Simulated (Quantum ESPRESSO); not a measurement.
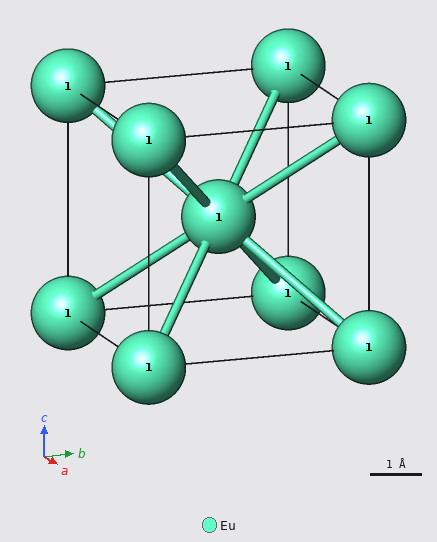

Fig. 1: The structure (ball-and-stick view of the cell 2 times as large as that of the calculation, set on its symmetry axes, seen slightly off an axis; atoms are numbered from 1 in the order of the input). Near neighbours in the crystal (not all of them lie inside the picture): Eu has 8 Eu at 3.99 Å.

**Run report: Eu, hp calculation (part 1 of 2)**

- system: Eu (1 atom in the cell)
- method: Kohn-Sham DFT of a periodic cell, LDA, DFT+U, JTH 2.0 LDA, spin-polarised (Quantum ESPRESSO 7.5)

The structure derives from an entry of the Crystallography Open Database.

Input file
```
&CONTROL
  calculation = 'scf'
  prefix = 'pwscf'
  outdir = './tmp'
  pseudo_dir = './pseudo'
  tprnfor = .true.
  tstress = .true.
  disk_io = 'low'
/
&SYSTEM
  ibrav = 0
  nat = 1
  ntyp = 1
  ecutwfc = 50
  ecutrho = 300
  nbnd = 18
  occupations = 'smearing'
  smearing = 'gaussian'
  degauss = 0.01999163
  nspin = 2
  starting_magnetization(1) = 0.4118
/
&ELECTRONS
  conv_thr = 2d-10
  electron_maxstep = 120
  mixing_beta = 0.3
/
ATOMIC_SPECIES
Eu   151.9640 Eu.LDA_PW-JTH.UPF
CELL_PARAMETERS angstrom
  -2.3030000000    2.3030000000    2.3030000000
   2.3030000000   -2.3030000000    2.3030000000
   2.3030000000    2.3030000000   -2.3030000000
ATOMIC_POSITIONS crystal
Eu     0.0000000000    0.0000000000    0.0000000000
K_POINTS automatic
6 6 6 0 0 0
HUBBARD {ortho-atomic}
U Eu-4f 0.0001
```

File scf2.in
```
&CONTROL
  calculation = 'scf'
  prefix = 'pwscf'
  outdir = './tmp'
  pseudo_dir = './pseudo'
  tprnfor = .true.
  tstress = .true.
  disk_io = 'low'
/
&SYSTEM
  ibrav = 0
  nat = 1
  ntyp = 1
  ecutwfc = 50
  ecutrho = 300
  nbnd = 18
  occupations = 'smearing'
  smearing = 'gaussian'
  degauss = 0.01999163
  nspin = 2
  starting_magnetization(1) = 0.4118
/
&ELECTRONS
  conv_thr = 1d-13
  electron_maxstep = 120
  mixing_beta = 0.3
  startingpot = 'file'
  startingwfc = 'file'
/
ATOMIC_SPECIES
Eu   151.9640 Eu.LDA_PW-JTH.UPF
CELL_PARAMETERS angstrom
  -2.3030000000    2.3030000000    2.3030000000
   2.3030000000   -2.3030000000    2.3030000000
   2.3030000000    2.3030000000   -2.3030000000
ATOMIC_POSITIONS crystal
Eu     0.0000000000    0.0000000000    0.0000000000
K_POINTS automatic
6 6 6 0 0 0
HUBBARD {ortho-atomic}
U Eu-4f 0.0001
```

File hp.in
```
&INPUTHP
  prefix = 'pwscf'
  outdir = './tmp'
  nq1 = 1
  nq2 = 1
  nq3 = 1
  conv_thr_chi = 1d-06
  niter_max = 80
  iverbosity = 1
  alpha_mix(1) = 0.15
/
```

Hardware: 1 thread of Arm Neoverse V2, 24 GiB of memory available, shared host.

Launched with:
```bash
OMP_NUM_THREADS=1 pw.x -in pw.in > pw.out
OMP_NUM_THREADS=1 pw.x -in scf2.in > scf2.out
OMP_NUM_THREADS=1 hp.x -in hp.in > hp.out
```

Output
```
This program is part of the open-source Quantum ESPRESSO suite
     for quantum simulation of materials; please cite
         "P. Giannozzi et al., J. Phys.:Condens. Matter 21 395502 (2009);
         "P. Giannozzi et al., J. Phys.:Condens. Matter 29 465901 (2017);
         "P. Giannozzi et al., J. Chem. Phys. 152 154105 (2020);
          URL
     in publications or presentations arising from this work. More details at

     file Eu.LDA_PW-JTH.UPF: wavefunction(s)  5S 6S 5P 0P 5D 0D 4F 0F renormalized
     Message from routine setup:
     using ibrav=0 with symmetry is DISCOURAGED, use correct ibrav instead

     G-vector sticks info
     --------------------
     sticks:   dense  smooth     PW     G-vecs:    dense   smooth      PW
     Sum        1267     841    291                28867    15683    3151

     Using Slab Decomposition

     bravais-lattice index     =            0
     lattice parameter (alat)  =       7.5380  a.u.
     unit-cell volume          =     329.7148 (a.u.)^3
     number of atoms/cell      =            1
     number of atomic types    =            1
     number of electrons       =        17.00
     number of Kohn-Sham states=           18
     kinetic-energy cutoff     =      50.0000  Ry
     charge density cutoff     =     300.0000  Ry
     scf convergence threshold =      2.0E-10
     mixing beta               =       0.3000
     number of iterations used =            8  plain     mixing
     Exchange-correlation= SLA PW NOGX NOGC
                           (   1   4   0   0   0   0   0)
     Hubbard projectors: ortho-atomic
     Hubbard parameters of DFT+U (Dudarev formulation) in eV:
     U(Eu-4f) =  0.0001

     Internal variables: lda_plus_u =T, lda_plus_u_kind = 0

     Internal variables: orbital_resolved =F, hub_pot_fix =F, apply_U = F

     celldm(1)=   7.537953  celldm(2)=   0.000000  celldm(3)=   0.000000
     celldm(4)=   0.000000  celldm(5)=   0.000000  celldm(6)=   0.000000

     crystal axes: (cart. coord. in units of alat)
               a(1) = (  -0.577350   0.577350   0.577350 )
               a(2) = (   0.577350  -0.577350   0.577350 )
               a(3) = (   0.577350   0.577350  -0.577350 )

     reciprocal axes: (cart. coord. in units 2 pi/alat)
               b(1) = ( -0.000000  0.866025  0.866025 )
               b(2) = (  0.866025 -0.000000  0.866025 )
               b(3) = (  0.866025  0.866025  0.000000 )

     PseudoPot. # 1 for Eu read from file:
     Eu.LDA_PW-JTH.UPF
     Pseudo is Projector augmented-wave + core cor, Zval = 17.0
     Generated using ATOMPAW code
     Shape of augmentation charge: SINC**2
     Using radial grid of 1109 points,  8 beta functions with:
                l(1) =   0
                l(2) =   0
                l(3) =   1
                l(4) =   1
                l(5) =   2
                l(6) =   2
                l(7) =   3
                l(8) =   3
     Q(r) pseudized with 0 coefficients

     atomic species   valence    mass     pseudopotential
     Eu               17.00   151.96400     Eu( 1.00)

     Starting magnetic structure
     atomic species   magnetization
     Eu              0.412

     48 Sym. Ops., with inversion, found

   Cartesian axes

     site n.     atom                  positions (alat units)
         1        Eu     tau(   1) = (   0.0000000   0.0000000   0.0000000  )

     number of k points=    16  Gaussian smearing, width (Ry)=  0.0200
                       cart. coord. in units 2pi/alat
        k(    1) = (   0.0000000   0.0000000   0.0000000), wk =   0.0046296
        k(    2) = (   0.1443376   0.1443376   0.0000000), wk =   0.0555556
        k(    3) = (   0.2886751   0.2886751   0.0000000), wk =   0.0555556
        k(    4) = (  -0.4330127  -0.4330127   0.0000000), wk =   0.0277778
        k(    5) = (   0.2886751   0.1443376   0.1443376), wk =   0.1111111
        k(    6) = (   0.4330127   0.2886751   0.1443376), wk =   0.2222222
        k(    7) = (   0.5773503   0.2886751   0.2886751), wk =   0.0370370
        k(    8) = (   0.2886751   0.2886751   0.2886751), wk =   0.0370370
        k(    9) = (   0.4330127   0.4330127   0.2886751), wk =   0.0555556
        k(   10) = (   0.0000000   0.0000000   0.2886751), wk =   0.0277778
        k(   11) = (  -0.0000000  -0.1443376   0.4330127), wk =   0.1111111
        k(   12) = (  -0.8660254  -0.2886751  -0.2886751), wk =   0.0555556
        k(   13) = (  -0.7216878  -0.1443376  -0.2886751), wk =   0.1111111
        k(   14) = (  -0.0000000  -0.0000000   0.5773503), wk =   0.0277778
        k(   15) = (  -0.8660254  -0.1443376  -0.1443376), wk =   0.0555556
        k(   16) = (  -0.8660254  -0.8660254  -0.8660254), wk =   0.0046296

     Dense  grid:    28867 G-vectors     FFT dimensions: (  45,  45,  45)

     Smooth grid:    15683 G-vectors     FFT dimensions: (  36,  36,  36)

     Generating pointlists ...
     new r_m :   0.4125 (alat units)  3.1094 (a.u.) for type    1

     Initial potential from superposition of free atoms

     starting charge      16.9961, renormalised to      17.0000

     STARTING HUBBARD OCCUPATIONS:

     =================== HUBBARD OCCUPATIONS ===================
     ------------------------ ATOM    1 ------------------------
     Tr[ns(  1)] (up, down, total) =   6.00000  0.00000  6.00000
     Atomic magnetic moment for atom   1 =   6.00000
     SPIN  1
     eigenvalues:
       0.857  0.857  0.857  0.857  0.857  0.857  0.857
     eigenvectors (columns):
       1.000  0.000  0.000  0.000  0.000  0.000  0.000
       0.000  1.000  0.000  0.000  0.000  0.000  0.000
       0.000  0.000  1.000  0.000  0.000  0.000  0.000
       0.000  0.000  0.000  1.000  0.000  0.000  0.000
       0.000  0.000  0.000  0.000  1.000  0.000  0.000
       0.000  0.000  0.000  0.000  0.000  1.000  0.000
       0.000  0.000  0.000  0.000  0.000  0.000  1.000
     occupation matrix ns (before diag.):
       0.857  0.000  0.000  0.000  0.000  0.000  0.000
       0.000  0.857  0.000  0.000  0.000  0.000  0.000
       0.000  0.000  0.857  0.000  0.000  0.000  0.000
       0.000  0.000  0.000  0.857  0.000  0.000  0.000
       0.000  0.000  0.000  0.000  0.857  0.000  0.000
       0.000  0.000  0.000  0.000  0.000  0.857  0.000
       0.000  0.000  0.000  0.000  0.000  0.000  0.857
     SPIN  2
     eigenvalues:
       0.000  0.000  0.000  0.000  0.000  0.000  0.000
     eigenvectors (columns):
       1.000  0.000  0.000  0.000  0.000  0.000  0.000
       0.000  1.000  0.000  0.000  0.000  0.000  0.000
       0.000  0.000  1.000  0.000  0.000  0.000  0.000
       0.000  0.000  0.000  1.000  0.000  0.000  0.000
       0.000  0.000  0.000  0.000  1.000  0.000  0.000
       0.000  0.000  0.000  0.000  0.000  1.000  0.000
       0.000  0.000  0.000  0.000  0.000  0.000  1.000
     occupation matrix ns (before diag.):
       0.000  0.000  0.000  0.000  0.000  0.000  0.000
       0.000  0.000  0.000  0.000  0.000  0.000  0.000
       0.000  0.000  0.000  0.000  0.000  0.000  0.000
       0.000  0.000  0.000  0.000  0.000  0.000  0.000
       0.000  0.000  0.000  0.000  0.000  0.000  0.000
       0.000  0.000  0.000  0.000  0.000  0.000  0.000
       0.000  0.000  0.000  0.000  0.000  0.000  0.000

     Number of occupied Hubbard levels =    6.0000

     Atomic wfc used for Hubbard projectors are orthogonalized

     Starting wfcs are   32 randomized atomic wfcs

     Self-consistent Calculation

     iteration #  1     ecut=    50.00 Ry     beta= 0.30
     Davidson diagonalization with overlap
     ethr =  1.00E-02,  avg # of iterations =  4.7

     =================== HUBBARD OCCUPATIONS ===================
     ------------------------ ATOM    1 ------------------------
     Tr[ns(  1)] (up, down, total) =   6.33978  1.23555  7.57534
     Atomic magnetic moment for atom   1 =   5.10423
     SPIN  1
     eigenvalues:
       0.903  0.903  0.903  0.904  0.908  0.908  0.908
     eigenvectors (columns):
      -0.213  0.971  0.106  0.000  0.000  0.000 -0.000
      -0.560 -0.098 -0.228  0.000  0.628 -0.052  0.477
      -0.211 -0.108  0.564 -0.000 -0.177 -0.756  0.151
       0.000 -0.000 -0.000  0.000  0.565 -0.287 -0.774
       0.000 -0.000  0.000  1.000 -0.000  0.000 -0.000
       0.722  0.127  0.295 -0.000  0.486 -0.040  0.370
      -0.273 -0.140  0.729 -0.000  0.137  0.585 -0.117
     occupation matrix ns (before diag.):
       0.903  0.000  0.000  0.000 -0.000  0.000  0.000
       0.000  0.907 -0.000  0.000  0.000  0.002 -0.000
       0.000 -0.000  0.907  0.000 -0.000  0.000 -0.002
       0.000  0.000  0.000  0.908 -0.000 -0.000  0.000
      -0.000  0.000 -0.000 -0.000  0.904 -0.000 -0.000
       0.000  0.002  0.000 -0.000 -0.000  0.905  0.000
       0.000 -0.000 -0.002  0.000 -0.000  0.000  0.905
     SPIN  2
     eigenvalues:
       0.054  0.165  0.165  0.165  0.229  0.229  0.229
     eigenvectors (columns):
       0.000  0.000 -0.000  0.000 -0.022  0.991  0.132
       0.000 -0.242  0.751  0.058 -0.580  0.013 -0.196
      -0.000 -0.024 -0.068  0.787 -0.196 -0.081  0.575
      -0.000 -0.952 -0.302 -0.055 -0.000  0.000  0.000
      -1.000  0.000  0.000  0.000 -0.000  0.000 -0.000
      -0.000 -0.187  0.581  0.045  0.749 -0.017  0.253
      -0.000  0.018  0.053 -0.610 -0.253 -0.104  0.742
     occupation matrix ns (before diag.):
       0.229  0.000  0.000  0.000  0.000  0.000  0.000
       0.000  0.189 -0.000  0.000  0.000 -0.031 -0.000
       0.000 -0.000  0.189  0.000 -0.000  0.000  0.031
       0.000  0.000  0.000  0.165 -0.000 -0.000  0.000
       0.000  0.000 -0.000 -0.000  0.054 -0.000 -0.000
       0.000 -0.031  0.000 -0.000 -0.000  0.205  0.000
       0.000 -0.000  0.031  0.000 -0.000  0.000  0.205

     Number of occupied Hubbard levels =    7.5753

     total energy              =    -626.46425626 Ry
     estimated scf accuracy    <       1.27903229 Ry

     total magnetization       =     6.07 Bohr mag/cell
     absolute magnetization    =     6.07 Bohr mag/cell

     iteration #  2     ecut=    50.00 Ry     beta= 0.30
     Davidson diagonalization with overlap
     ethr =  7.52E-03,  avg # of iterations =  3.5

     total energy              =    -626.17411610 Ry
     estimated scf accuracy    <      15.28514490 Ry

     total magnetization       =     1.92 Bohr mag/cell
     absolute magnetization    =     1.92 Bohr mag/cell

     iteration #  3     ecut=    50.00 Ry     beta= 0.30
     Davidson diagonalization with overlap
     ethr =  7.52E-03,  avg # of iterations =  2.2

     total energy              =    -627.68184399 Ry
     estimated scf accuracy    <       0.06301170 Ry

     total magnetization       =     7.67 Bohr mag/cell
     absolute magnetization    =     7.67 Bohr mag/cell

     iteration #  4     ecut=    50.00 Ry     beta= 0.30
     Davidson diagonalization with overlap
     ethr =  3.71E-04,  avg # of iterations =  2.5

     total energy              =    -627.73521777 Ry
     estimated scf accuracy    <       0.05330630 Ry

     total magnetization       =     7.65 Bohr mag/cell
     absolute magnetization    =     7.65 Bohr mag/cell

     iteration #  5     ecut=    50.00 Ry     beta= 0.30
     Davidson diagonalization with overlap
     ethr =  3.14E-04,  avg # of iterations =  1.9

     total energy              =    -627.75831075 Ry
     estimated scf accuracy    <       0.01804317 Ry

     total magnetization       =     7.43 Bohr mag/cell
     absolute magnetization    =     7.43 Bohr mag/cell

     iteration #  6     ecut=    50.00 Ry     beta= 0.30
     Davidson diagonalization with overlap
     ethr =  1.06E-04,  avg # of iterations =  1.8

     total energy              =    -627.76027417 Ry
     estimated scf accuracy    <       0.00184583 Ry

     total magnetization       =     7.41 Bohr mag/cell
     absolute magnetization    =     7.41 Bohr mag/cell

     iteration #  7     ecut=    50.00 Ry     beta= 0.30
     Davidson diagonalization with overlap
     ethr =  1.09E-05,  avg # of iterations =  3.2

     total energy              =    -627.76116284 Ry
     estimated scf accuracy    <       0.00345627 Ry

     total magnetization       =     7.46 Bohr mag/cell
     absolute magnetization    =     7.46 Bohr mag/cell

     iteration #  8     ecut=    50.00 Ry     beta= 0.30
     Davidson diagonalization with overlap
     ethr =  1.09E-05,  avg # of iterations =  1.0

     total energy              =    -627.76147753 Ry
     estimated scf accuracy    <       0.00026412 Ry

     total magnetization       =     7.40 Bohr mag/cell
     absolute magnetization    =     7.40 Bohr mag/cell

     iteration #  9     ecut=    50.00 Ry     beta= 0.30
     Davidson diagonalization with overlap
     ethr =  1.55E-06,  avg # of iterations =  2.3

     total energy              =    -627.76147602 Ry
     estimated scf accuracy    <       0.00006145 Ry

     total magnetization       =     7.38 Bohr mag/cell
     absolute magnetization    =     7.38 Bohr mag/cell

     iteration # 10     ecut=    50.00 Ry     beta= 0.30
     Davidson diagonalization with overlap
     ethr =  3.61E-07,  avg # of iterations =  1.5

     total energy              =    -627.76149162 Ry
     estimated scf accuracy    <       0.00002466 Ry

     total magnetization       =     7.36 Bohr mag/cell
     absolute magnetization    =     7.36 Bohr mag/cell

     iteration # 11     ecut=    50.00 Ry     beta= 0.30
     Davidson diagonalization with overlap
     ethr =  1.45E-07,  avg # of iterations =  1.3

     total energy              =    -627.76148837 Ry
     estimated scf accuracy    <       0.00003118 Ry

     total magnetization       =     7.37 Bohr mag/cell
     absolute magnetization    =     7.37 Bohr mag/cell

     iteration # 12     ecut=    50.00 Ry     beta= 0.30
     Davidson diagonalization with overlap
     ethr =  1.45E-07,  avg # of iterations =  1.8

     total energy              =    -627.76149520 Ry
     estimated scf accuracy    <       0.00009917 Ry

     total magnetization       =     7.35 Bohr mag/cell
     absolute magnetization    =     7.35 Bohr mag/cell

     iteration # 13     ecut=    50.00 Ry     beta= 0.30
     Davidson diagonalization with overlap
     ethr =  1.45E-07,  avg # of iterations =  1.3

     total energy              =    -627.76150142 Ry
     estimated scf accuracy    <       0.00000717 Ry

     total magnetization       =     7.36 Bohr mag/cell
     absolute magnetization    =     7.36 Bohr mag/cell

     iteration # 14     ecut=    50.00 Ry     beta= 0.30
     Davidson diagonalization with overlap
     ethr =  4.22E-08,  avg # of iterations =  1.1

     total energy              =    -627.76150128 Ry
     estimated scf accuracy    <       0.00000198 Ry

     total magnetization       =     7.36 Bohr mag/cell
     absolute magnetization    =     7.36 Bohr mag/cell

     iteration # 15     ecut=    50.00 Ry     beta= 0.30
     Davidson diagonalization with overlap
     ethr =  1.17E-08,  avg # of iterations =  1.0

     total energy              =    -627.76150145 Ry
     estimated scf accuracy    <       0.00000005 Ry
```
